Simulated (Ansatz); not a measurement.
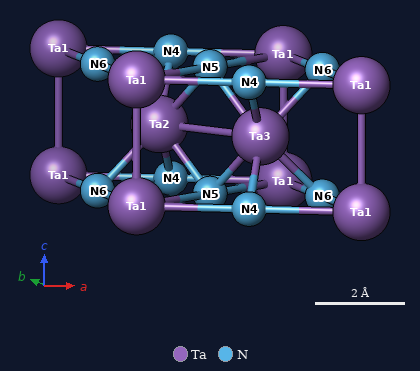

Fig. 1: The input geometry (ball-and-stick view of the cell of the calculation, seen slightly off an axis; atoms are numbered from 1 in the order of the input). An atom can appear more than once, as a periodic image.

TaN: geometry relaxation

The run: geometry relaxation of TaN (P6/mmm, 6 atoms in the cell). Method and program: DFT, PBEsol, plane waves, PAW, Ueff = 4 eV on N f (Ansatz 0.2.0).

The structure derives from an entry of the Crystallography Open Database.

### Input
```yaml
crystal:
  lattice:
    - [5.1849992558, 0.0, 0.0]
    - [-2.5924996279, 4.4903410741, 0.0]
    - [0.0, 0.0, 2.908]
  atoms:
    - { symbol: Ta, position: [0.0, 0.0, 0.0] }
    - { symbol: Ta, position: [0.3333333333, 0.6666666667, 0.5] }
    - { symbol: Ta, position: [0.6666666667, 0.3333333333, 0.5] }
    - { symbol: "N", position: [0.5, 0.0, 0.0] }
    - { symbol: "N", position: [0.5, 0.5, 0.0] }
    - { symbol: "N", position: [0.0, 0.5, 0.0] }
basis:
  ecutwfc: 420
kpoints:
  mp_grid: { grid: [12, 12, 12] }
hamiltonian:
  xc: pbesol
  hubbard: { sites: [{ species: "N", l: f, u_eff: 4.0 }] }
scf:
  occupations: { method: gaussian, width: 0.1 }
  max_iter: 60
output:
  forces: true
  eigenvalues: true
  stress: true
relax:
  adjacent_minimum: "off"
  f_tol: 0.005
  max_steps: 80
  cell: { stress_tol: 0.05 }
```

Run on 4 threads of Intel Xeon (Granite Rapids), 32 GiB of memory available, shared host.

Launched with:
```bash
ansatz run input.yaml --threads 4 --pin off --max-ram 10240MiB --backend cpu --events-out ev --progress --plain --runs-dir out
```

### Output
```
Error: inconsistent input (hamiltonian.hubbard.sites[].l, hamiltonian.hubbard.sites[].shell): the file of N doesn't list 4f, and it can't be added: PBE doesn't bind the shell 4f of the free atom, whose level lies at +1.14 eV. Type an atom or ion with it (hamiltonian.pseudopotentials.projection_atoms), take another file or name another shell
```

### What the run reported

| quantity | value |
| --- | --- |
| outcome | refused by the program |
| space group (tolerance 0.01 Å) | P6/mmm (191) |

This input holds a deliberate fault: a U on a shell that isn't there (`hamiltonian.hubbard`). The program refused the input: “inconsistent input (hamiltonian.hubbard.sites[].l, hamiltonian.hubbard.sites[].shell): the file of N doesn't list 4f, and it can't be added: PBE doesn't bind the shell 4f of the free atom, whose level lies at +1.14 eV …”
